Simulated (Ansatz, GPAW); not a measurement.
**C(111) with CHCl2 on 25 % of the top atoms and H on the rest: bands and core levels**

Wanted: the XPS lines and the band structure of C(111) with CHCl2 on 25 % of the top atoms and H on the rest.

Program: Ansatz 0.2.0 and GPAW 26.7.0. Level of theory: DFT, PBE, plane-wave PAW, default files, scalar-relativistic, in the first sound run; inputs show where later runs differ. Results are calculated unless marked as measured.

## 1. Set-up

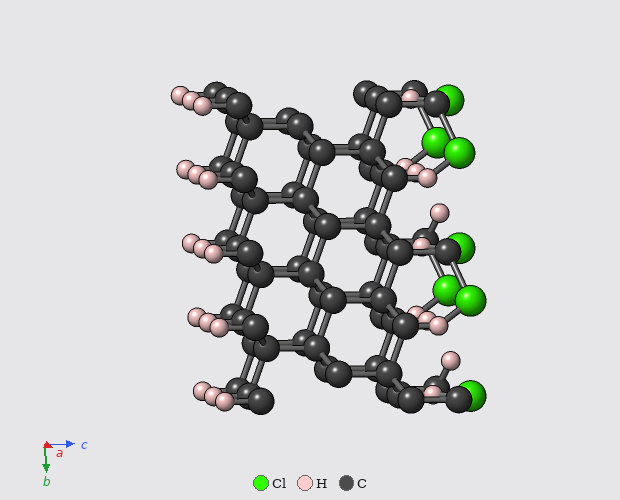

The starting structure, seen from the side, with the c axis across the page (chlorine green, hydrogen pink, carbon dark grey). 1×2×1 cells are drawn. Some periodic images of atoms are drawn too.

The cell holds 35 atoms: 2 Cl, 8 H and 25 C. Cell: a = 5.044 Å, b = 5.044 Å, c = 21.808 Å, α = 90.0°, β = 90.0°, γ = 60.0°. It derives from C. How the cell was made: terminated face; group: CHCl2; share of top atoms: 0.25; rest: H; oxygen in back bonds: 0; lower face: H. Regions: ad, 7 atoms (1 C, 2 Cl and 4 H); L1, 4 atoms (4 C); L2, 4 atoms (4 C); L3, 4 atoms (4 C); mid, 4 atoms (4 C); rest, 12 atoms (8 C and 4 H). Vacuum lies along c.

## 2. Relaxation

The cut or typed positions aren't at rest, and spectra shift with geometry, so the relaxation comes first. 12 atoms are held to stand for the bulk. A dipole correction cancels the field between unlike faces.

The input, input.yaml:

```yaml
crystal:
  lattice:
    - [5.044499777, 0.0, 0.0]
    - [2.5222498885, 4.3686649563, 0.0]
    - [0.0, 0.0, 21.8081889229]
  atoms:
    - { symbol: Cl, position: [7.5904e-05, 0.332708612, 0.679019655] }
    - { symbol: Cl, position: [0.667216425, 7.4022e-05, 0.679019655] }
    - { symbol: H, position: [0.205607609, 0.79434781, 0.668605219] }
    - { symbol: C, position: [0.0, 0.0, 0.651758336] }
    - { symbol: H, position: [0.5, 0.0, 0.631123885] }
    - { symbol: H, position: [0.0, 0.5, 0.631123885] }
    - { symbol: H, position: [0.5, 0.5, 0.631123885] }
    - { symbol: C, position: [0.0, 0.0, 0.584352464] }
    - { symbol: C, position: [0.5, 0.0, 0.584352464] }
    - { symbol: C, position: [0.0, 0.5, 0.584352464] }
    - { symbol: C, position: [0.5, 0.5, 0.584352464] }
    - { symbol: C, position: [0.833333333, 0.333333333, 0.560744263] }
    - { symbol: C, position: [0.333333333, 0.333333333, 0.560744263] }
    - { symbol: C, position: [0.833333333, 0.833333333, 0.560744263] }
    - { symbol: C, position: [0.333333333, 0.833333333, 0.560744263] }
    - { symbol: C, position: [0.833333333, 0.333333333, 0.48991966] }
    - { symbol: C, position: [0.333333333, 0.333333333, 0.48991966] }
    - { symbol: C, position: [0.833333333, 0.833333333, 0.48991966] }
    - { symbol: C, position: [0.333333333, 0.833333333, 0.48991966] }
    - { symbol: C, position: [0.166666667, 0.166666667, 0.46631146] }
    - { symbol: C, position: [0.666666667, 0.166666667, 0.46631146] }
    - { symbol: C, position: [0.166666667, 0.666666667, 0.46631146] }
    - { symbol: C, position: [0.666666667, 0.666666667, 0.46631146] }
    - { symbol: C, position: [0.166666667, 0.166666667, 0.395486857] }
    - { symbol: C, position: [0.666666667, 0.166666667, 0.395486857] }
    - { symbol: C, position: [0.166666667, 0.666666667, 0.395486857] }
    - { symbol: C, position: [0.666666667, 0.666666667, 0.395486857] }
    - { symbol: C, position: [0.0, 0.0, 0.371878657] }
    - { symbol: C, position: [0.5, 0.0, 0.371878657] }
    - { symbol: C, position: [0.0, 0.5, 0.371878657] }
    - { symbol: C, position: [0.5, 0.5, 0.371878657] }
    - { symbol: H, position: [0.0, 0.0, 0.320980345] }
    - { symbol: H, position: [0.5, 0.0, 0.320980345] }
    - { symbol: H, position: [0.0, 0.5, 0.320980345] }
    - { symbol: H, position: [0.5, 0.5, 0.320980345] }
kpoints:
  mp_grid: { grid: [6, 6, 1] }
scf:
  occupations: { method: fermi_dirac, width: 0.02 }
  n_extra_bands: 25
hamiltonian:
  xc: pbe
  pseudopotentials: { kind: paw }
output:
  forces: true
  write_potential: true
  volumetric_format: []
efield:
  axis: 3
  dipole_correction: true
relax:
  f_tol: 0.03
  max_steps: 70
  constraints: [{ sites: [23, 24, 25, 26, 27, 28, 29, 30, 31, 32, 33, 34] }]
```

Command:

```console
ansatz run input.yaml --threads 8 --pin off --max-ram 24576MiB --backend cpu --events-out ev --progress --plain --runs-dir out
```

Numbers of over 12 decimals in the logs are rounded to 6 here.

The log of the run:

```text
scf.n_extra_bands = 25 over 61 filled bands (N_el = 122.0): the run solves 86 bands
Engine: ansatz 0.2.0, aarch64-unknown-linux-gnu
Pseudopotentials: kind: paw
Pseudopotential: Cl, paw, valence charge 7, recommended cutoff 420 eV (normal), Cl.paw.azcp
Pseudopotential: H, paw, valence charge 1, recommended cutoff 420 eV (normal), H.paw.azcp
Pseudopotential: C, paw, valence charge 4, recommended cutoff 420 eV (normal), C.paw.azcp
Functional definition: PBE
  parameter kappa = 0.804
  parameter beta = 0.066725
  exchange = pbe_x(kappa = kappa, mu = beta*pi^2/3)
  correlation = pbe_c(beta = beta)
Crystal: 35 atoms, lattice volume = 480.603 Å³
Basis set: ecut = 420 eV, 9499 PW (Γ), exchange–correlation on 72×72×300 points (8 copies of the dense FFT grid, shifted against one another)
Bands: 86, of which v1, the nominal top of the filled ones, is band 61 counted from 1 (60 counted from 0)
Symmetry: 1 space group operations
Space group: P1 (ITA 1), of the structure as read, at distance tolerance 7.8e-5 Å
k-points: 20 of 36 (time reversal used)
Non-local potential: Cl, projectors of the file, l = 0: 2, l = 1: 2, l = 2: 2
Non-local potential: H, projectors of the file, l = 0: 2, l = 1: 1
Non-local potential: C, projectors of the file, l = 0: 2, l = 1: 2, l = 2: 1
PAW form: soft (Blöchl's): semilocal exchange-correlation on the pseudo side does not see the compensation charge
PAW one-centre angular grid: Cl, 110 points (default); XC on 64 Gauss nodes
PAW one-centre angular grid: H, 110 points (default); XC on 64 Gauss nodes
PAW one-centre angular grid: C, 110 points (default); XC on 64 Gauss nodes
Initial density: superposition of atomic densities (neutral atoms: chi_scale 0, normalization atom), corrected by the library's trained network
Initial wavefunctions: pseudopotential atomic-orbital guess
Functional: x = pbe(κ = 0.804, μ = 0.219515), c = pbe(β = 0.066725)
SCF iter   1: F=—  HF=-8549.569718 eV  |F-HF|=—  |Δ(HF+E_count)|=         —  Δρ=1.01e-2  dr2=9.46e-1  ethr=1.77e-3  p=0.232 e·Å  D=8.72e-2 V/Å  ΔV_dip=-1.90 eV  dr2_dipole=3.75e-1  V_vac-E_F(+/−)=2.78/4.69 eV  ⟨swp⟩=16.1  Hψ=14032  notcnv=0  defer=248
efield: sawtooth ramp at fractional position 0.9500 (placed from the atoms, in the widest stretch of the axis that holds none; the zero of the levels goes with the place), width 0.1000; the density the first Hamiltonian is built on has a dipole p = 0.232 e·Å; the dipole correction subtracts the counter field D = 8.72e-2 V/Å, which shifts the + side's vacuum level by -1.90 eV against the − side's; the planar-averaged density in the ramp window peaks in size at 1.3e-4 e/Å³
preconditioner: auto → Resta (q_TF=auto, 2.171 Å⁻¹)  ε∞=2.6  [insulator: Δε(μ)=0.640 eV  Ē_g=14.936 eV  σ=0.020 eV  W_gap=1.00  n_scr=80 (ndim 8)  ℏωp=18.7 eV  f_vac=0.532  D(μ)=0.00/eV (n_scr^D=0)  ε∞_Penn≈2.6  vacuum switching on, ρ_ref=1.6e-2 e/Å³]
SCF iter   2: F=—  HF=-8549.296662 eV  |F-HF|=—  |Δ(HF+E_count)|=   2.73e-1  Δρ=4.83e-3  dr2=9.71e-2  ethr=7.75e-4  p=-0.085 e·Å  D=-3.20e-2 V/Å  ΔV_dip=0.70 eV  dr2_dipole=4.22e-3  V_vac-E_F(+/−)=3.68/2.98 eV  ⟨swp⟩=3.6  Hψ=2865  notcnv=0  defer=393
SCF iter   3: F=—  HF=-8549.283779 eV  |F-HF|=—  |Δ(HF+E_count)|=   1.29e-2  Δρ=2.25e-3  dr2=1.55e-2  ethr=7.96e-5  p=-0.074 e·Å  D=-2.79e-2 V/Å  ΔV_dip=0.61 eV  dr2_dipole=1.30e-3  V_vac-E_F(+/−)=3.76/3.15 eV  ⟨swp⟩=4.0  Hψ=2924  notcnv=0  defer=400
SCF iter   4: F=—  HF=-8549.282690 eV  |F-HF|=—  |Δ(HF+E_count)|=   1.09e-3  Δρ=8.28e-4  dr2=3.96e-3  ethr=1.27e-5  p=-0.118 e·Å  D=-4.43e-2 V/Å  ΔV_dip=0.97 eV  dr2_dipole=3.49e-5  V_vac-E_F(+/−)=3.95/2.99 eV  ⟨swp⟩=3.9  Hψ=2973  notcnv=0  defer=400
SCF iter   5: F=—  HF=-8549.282160 eV  |F-HF|=—  |Δ(HF+E_count)|=   5.30e-4  Δρ=1.60e-4  dr2=1.26e-4  ethr=3.24e-6  p=-0.125 e·Å  D=-4.70e-2 V/Å  ΔV_dip=1.02 eV  dr2_dipole=6.60e-6  V_vac-E_F(+/−)=3.99/2.97 eV  ⟨swp⟩=3.1  Hψ=2689  notcnv=0  defer=402
SCF iter   6: F=-8549.282197 eV  HF=-8549.282195 eV  |F-HF|=1.14e-6  |Δ(HF+E_count)|=   3.51e-5  Δρ=4.86e-5  dr2=1.16e-5  ethr=1.84e-8  p=-0.128 e·Å  D=-4.83e-2 V/Å  ΔV_dip=1.05 eV  dr2_dipole=5.64e-8  V_vac-E_F(+/−)=4.01/2.95 eV  ⟨swp⟩=11.6  Hψ=17009  notcnv=0
SCF 1 converged in 6 iterations: F = -8549.282197 eV  dr2 = 1.16e-5
  greatest PAW one-centre occupation: 0.922 electrons in one spin orbital (limit 2), on the Cl atom at site 1 (counted from 0), in its partial waves of l = 0
relax step   1: F+E_penalty+E_count = -8549.28219664 eV  Δ(F+E_penalty+E_count) = +0.000e0 eV  max|allowed force component| = 1.229e1 eV/Å  Δτ_max = 0.0000 Å  (6 SCF iters, dr2 threshold 2.25e-5 eV, accepted)
Initial density: handed on by an earlier stage of this run
Initial wavefunctions: those handed on with the density
iter 1 solved again at ethr=2.23e-4 eV; its pass at ethr=3.10e-3 eV (dr2=2.72e-1 eV) is discarded
SCF iter   1: F=—  HF=-8554.233449 eV  |F-HF|=—  |Δ(HF+E_count)|=         —  Δρ=1.02e-2  dr2=2.74e-1  ethr=2.23e-4  p=-0.128 e·Å  D=-4.83e-2 V/Å  ΔV_dip=1.05 eV  dr2_dipole=7.48e-3  V_vac-E_F(+/−)=3.89/2.84 eV  ⟨swp⟩=1.9  Hψ=7384  notcnv=0  defer=400
efield: sawtooth ramp at fractional position 0.9500 (handed on by an earlier solve), width 0.1000; the density the first Hamiltonian is built on has a dipole p = -0.128 e·Å; the dipole correction subtracts the counter field D = -4.83e-2 V/Å, which shifts the + side's vacuum level by +1.05 eV against the − side's; the planar-averaged density in the ramp window peaks in size at 3.6e-6 e/Å³
preconditioner: auto → Resta (q_TF=auto, 2.171 Å⁻¹)  ε∞=2.6  [insulator: Δε(μ)=1.886 eV  Ē_g=14.939 eV  σ=0.020 eV  W_gap=1.00  n_scr=80 (ndim 8)  ℏωp=18.7 eV  f_vac=0.528  D(μ)=0.00/eV (n_scr^D=0)  ε∞_Penn≈2.6  vacuum switching on, ρ_ref=1.6e-2 e/Å³]
SCF iter   2: F=—  HF=-8554.184306 eV  |F-HF|=—  |Δ(HF+E_count)|=   4.91e-2  Δρ=4.74e-3  dr2=4.68e-2  ethr=2.23e-4  p=-0.086 e·Å  D=-3.23e-2 V/Å  ΔV_dip=0.71 eV  dr2_dipole=7.46e-4  V_vac-E_F(+/−)=3.69/2.99 eV  ⟨swp⟩=2.5  Hψ=2154  notcnv=0  defer=400
SCF iter   3: F=—  HF=-8554.180903 eV  |F-HF|=—  |Δ(HF+E_count)|=   3.40e-3  Δρ=1.36e-3  dr2=5.89e-3  ethr=3.84e-5  p=-0.108 e·Å  D=-4.06e-2 V/Å  ΔV_dip=0.88 eV  dr2_dipole=1.01e-3  V_vac-E_F(+/−)=3.74/2.86 eV  ⟨swp⟩=3.2  Hψ=3230  notcnv=0  defer=403
SCF iter   4: F=—  HF=-8554.180800 eV  |F-HF|=—  |Δ(HF+E_count)|=   1.03e-4  Δρ=2.64e-4  dr2=2.88e-4  ethr=4.82e-6  p=-0.092 e·Å  D=-3.46e-2 V/Å  ΔV_dip=0.75 eV  dr2_dipole=2.50e-5  V_vac-E_F(+/−)=3.67/2.92 eV  ⟨swp⟩=2.2  Hψ=2666  notcnv=0  defer=404
[...]
SCF iter   4: F=—  HF=-8557.321694 eV  |F-HF|=—  |Δ(HF+E_count)|=   1.91e-4  Δρ=1.63e-5  dr2=8.56e-7  ethr=1.57e-8  p=-0.165 e·Å  D=-6.21e-2 V/Å  ΔV_dip=1.35 eV  dr2_dipole=1.83e-9  V_vac-E_F(+/−)=3.69/2.34 eV  ⟨swp⟩=2.0  Hψ=2385  notcnv=0  defer=398
SCF iter   5: F=-8557.321694 eV  HF=-8557.321694 eV  |F-HF|=8.57e-9  |Δ(HF+E_count)|=   9.33e-8  Δρ=4.21e-6  dr2=8.26e-8  ethr=8.20e-11  p=-0.165 e·Å  D=-6.21e-2 V/Å  ΔV_dip=1.35 eV  dr2_dipole=1.40e-9  V_vac-E_F(+/−)=3.69/2.34 eV  ⟨swp⟩=11.2  Hψ=13909  notcnv=0
SCF 9 converged in 5 iterations: F = -8557.321694 eV  dr2 = 8.26e-8
relax step   9: F+E_penalty+E_count = -8557.32169443 eV  Δ(F+E_penalty+E_count) = -5.448e-4 eV  max|allowed force component| = 2.743e-2 eV/Å  Δτ_max = 0.0086 Å  (5 SCF iters, accepted)
NSCF: frozen V_eff on 20 k-points
the band table was solved once a step of the walk had ended and its energy, with any forces and stress, was formed, with the checks that follow a solve (13067 applications of the Hamiltonian). They found nothing against the state; the energy, forces and stress were not computed again (output.eigenvalues in the input reference)
WARN: The output density's exchange-correlation potential varies sharply where the density is thin. Do not read a vacuum level from v_tot or v_xc, or from such a field of the output density. On a cell that repeats whose density bears no net charge and no dipole along the vacuum's axis use v_es (v_loc + v_h of the components); under efield.dipole_correction with no amplitude use v_es + v_field, which holds any externa [...]
SCF converged after 5 iterations
Free energy (F): -8557.321694 eV
Harris-Foulkes:  -8557.321694 eV  (|F-HF|=8.57e-9)
Internal energy: -8557.321694 eV  (E = F + TS)
E sigma→0 (E₀):  -8557.321694 eV
Fermi energy:    3.295845 eV
Dipole field:    D = -0.062076 V/Å  (p = -0.164872 e·Å, saw-weighted, corrected)
Work function:   Φ+ = 3.6909 eV   Φ− = 2.3371 eV
Levels:          The Fermi level and band energies are counted from a zero that moves with the ramp; work functions are not
--- Per-component energies (eV) ---
  E_band       = -773.768070
  E_kinetic    = 2735.480552
  E_local      = -84537.627952  (includes V_loc(G=0)·N_el)
  E_nonlocal   = 738.446429
  E_hartree    = 41149.957519
  E_xc         = -1502.622690
  E_vxc        = -1846.500292  (∫ρ·V_xc dr)
  E_paw        = -3803.195189  (= ΣΔE_a)
  E_vpaw       = -165.310731  (= ΣTr[D̂ρ^β])
  E_aug_tail   = -0.010580  (compensation charges beyond the density's cutoff)
  E_efield     = 0.005117  (sawtooth field / dipole correction)
  E_vefield    = 1.867347  (∫n·V_field dr)
  E_ewald      = 36662.245100
  E_smearing   = -0.000000  (= −TS)
  E_closure    = 0.000000  (closes the sum)
  Σ components = -8557.321694   (vs F -8557.321694, Δ=0.00e0)
--- Forces (eV/Å), atoms counted from 1 ---
  atom   1  Cl    -0.00228293     0.00067693    -0.00725604
  atom   2  Cl     0.00116439    -0.00272751     0.00741087
  atom   3  H      0.00409515    -0.00944246     0.01588216
  atom   4  C     -0.00238402    -0.00677223    -0.01519369
  atom   5  H      0.00308846     0.00150337    -0.00158341
  atom   6  H      0.00237270    -0.00280824    -0.00416036
  atom   7  H     -0.00110319    -0.00906912     0.01664651
  atom   8  C      0.00015287    -0.00003312    -0.01451286
  atom   9  C     -0.01062855    -0.01226107    -0.01138796
  atom  10  C     -0.00338528     0.01424282     0.00680769
  atom  11  C     -0.01008642     0.01998907    -0.00681829
  atom  12  C      0.01659567    -0.01457781    -0.00360447
  atom  13  C     -0.00902800    -0.00942541    -0.01246209
  atom  14  C      0.00728519     0.00766159     0.01492784
  atom  15  C      0.00126812     0.02743333    -0.00468467
  atom  16  C      0.00079843    -0.00732878    -0.00424940
  atom  17  C     -0.00015815    -0.00822615     0.00301465
  atom  18  C      0.00158102     0.00976333     0.00269817
  atom  19  C     -0.00183726     0.01008105     0.00634320
  atom  20  C      0.00313694     0.00080573     0.00057844
  atom  21  C     -0.00358395     0.00790417    -0.00466011
  atom  22  C      0.00641851    -0.00786789     0.00397182
  atom  23  C     -0.00537291    -0.00366200     0.00478648
  atom  24  C     -0.06357908    -0.06980825    -0.93120104
  atom  25  C      0.07713378    -0.01850827    -0.98997516
  atom  26  C     -0.00734519     0.08910789    -0.99164256
  atom  27  C     -0.00478981    -0.00530675    -0.65258775
  atom  28  C     -0.00030739     0.00008749     0.69973100
  atom  29  C     -0.00013634     0.00116979     0.81439783
  atom  30  C      0.00141242    -0.00002646     0.81887645
  atom  31  C     -0.00083749    -0.00179656     0.80256643
  atom  32  H      0.00052278     0.00102023     0.10363228
  atom  33  H      0.00088446    -0.00583785     0.11089056
  atom  34  H     -0.00535069    -0.00047309     0.11198249
  atom  35  H      0.00415488     0.00474459     0.11064497
  max |Σ_I F_I| component: 2.32e-4 eV/Å
--- Band table (eV; the first three rows and the last of 20) ---
  k-point 0: bands = [... 57 lower, 0.8555, 1.0164, 1.9058, 1.9092, 4.8172, 4.9689, 5.5471, 6.2560, ... 21 higher]
  k-point 1: bands = [... 57 lower, 0.5469, 0.8929, 1.2027, 1.6501, 4.9539, 5.0409, 5.4898, 6.4515, ... 21 higher]
  k-point 2: bands = [... 57 lower, -0.1941, 0.0438, 0.6899, 0.9968, 5.0738, 5.4032, 5.4837, 6.8824, ... 21 higher]
  k-point 19: bands = [... 57 lower, -0.0244, 0.2001, 0.2527, 0.5093, 4.6705, 5.4062, 6.2219, 6.2392, ... 21 higher]
--- Relaxed structure (9 steps of the walk, 9 accepted, 0 SCFs on fresh bases) ---
  F+E_penalty+E_count = -8557.32169443 eV   max|allowed force component| = 2.743e-2 eV/Å
  atoms:
    - { symbol: Cl, position: [0.075039, 0.231916, 0.711795] }
    - { symbol: Cl, position: [0.767975, -0.080740, 0.711481] }
    - { symbol: H, position: [0.246171, 0.752825, 0.671671] }
    - { symbol: C, position: [0.033811, -0.035397, 0.663443] }
    - { symbol: H, position: [0.491248, 0.00919894, 0.632078] }
    - { symbol: H, position: [0.00280739, 0.502840, 0.632074] }
    - { symbol: H, position: [0.512474, 0.480824, 0.633144] }
    - { symbol: C, position: [-0.000880702, 0.00102847, 0.588141] }
    - { symbol: C, position: [0.497133, 0.0018957, 0.582282] }
    - { symbol: C, position: [0.000249116, 0.501923, 0.582276] }
    - { symbol: C, position: [0.502361, 0.496395, 0.582861] }
    - { symbol: C, position: [0.834890, 0.332161, 0.561803] }
    - { symbol: C, position: [0.332931, 0.333672, 0.559607] }
    - { symbol: C, position: [0.832168, 0.835207, 0.561574] }
    - { symbol: C, position: [0.332856, 0.832208, 0.561892] }
    - { symbol: C, position: [0.834926, 0.330599, 0.490250] }
    - { symbol: C, position: [0.333330, 0.333750, 0.489317] }
    - { symbol: C, position: [0.834169, 0.835335, 0.490163] }
    - { symbol: C, position: [0.331068, 0.833429, 0.490286] }
    - { symbol: C, position: [0.166780, 0.166134, 0.466294] }
    - { symbol: C, position: [0.666967, 0.166761, 0.466139] }
    - { symbol: C, position: [0.166236, 0.667077, 0.466139] }
    - { symbol: C, position: [0.666820, 0.666486, 0.467069] }
    - { symbol: C, position: [0.166667, 0.166667, 0.395486857] }
    - { symbol: C, position: [0.666667, 0.166667, 0.395486857] }
    - { symbol: C, position: [0.166666667, 0.666667, 0.395486857] }
    - { symbol: C, position: [0.666667, 0.666667, 0.395486857] }
    - { symbol: C, position: [0.0, 0.0, 0.371879] }
    - { symbol: C, position: [0.5, 0.0, 0.371879] }
    - { symbol: C, position: [-5.551115123125783e-17, 0.500000, 0.371879] }
    - { symbol: C, position: [0.500000, 0.500000, 0.371879] }
    - { symbol: H, position: [0.0, 0.0, 0.320980345] }
    - { symbol: H, position: [0.5, 0.0, 0.320980345] }
    - { symbol: H, position: [-5.551115123125783e-17, 0.500000, 0.320980345] }
    - { symbol: H, position: [0.500000, 0.500000, 0.320980345] }
```

Wall time 77 s (8 threads of Arm Neoverse V2, shared host); peak memory 2 GiB.

[end of part 1 of 4]

[Logs are printed without paths, hosts, clocks, repeated set-up lines and the standing remarks that a program may print on its own settings, such as how far it seeks lower states.]

[Hosts, paths, dates, database ids (printed as entryN), source tags and the programs' standing remarks are cut or masked in the printed files.]

[Maps of the electrostatic potential energy from Ansatz leave out the sawtooth potential of an applied field or a dipole correction, so their vacuum need not be flat; work functions include it.]
